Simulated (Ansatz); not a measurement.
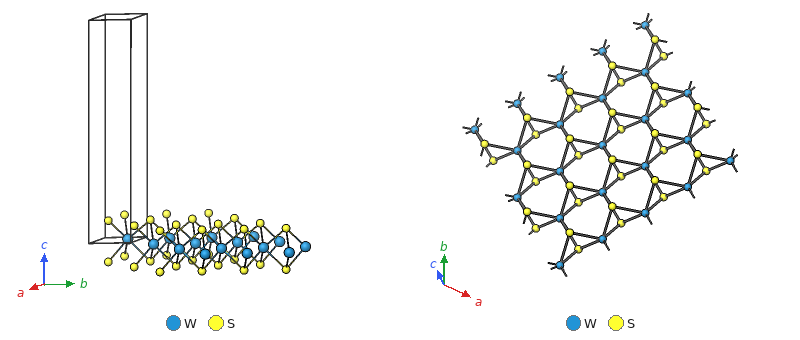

Left: the structure. Right: its underlying net. Nodes are coloured by element. One layer is drawn. Edges to nodes outside the piece are drawn as stubs.

WS2 (space group P-6m2, No. 187): the geometry relaxed in a fixed cell with Ansatz, DFT PBE+D3(BJ), scalar-relativistic, plane waves, PAW.

Bonds are taken as S–W below 2.7 Å; no other contact counts. Simplification: prune 0- and 1-connected atoms, fold 2-connected ones into links.

The result is a binodal (3,6)-connected, two-periodic (layers) net: S is a 3-connected node; W is a 6-connected node, in the ratio 2:1. It is the net of the trigonal-prismatic layers of 2H-MoS2. The layers lie parallel to (001).

| node | links | point symbol | coordination sequence |
| --- | --- | --- | --- |
| S | 3 | 4^3 | 3 13 9 24 |
| W | 6 | 4^3.6^12 | 6 6 18 12 |
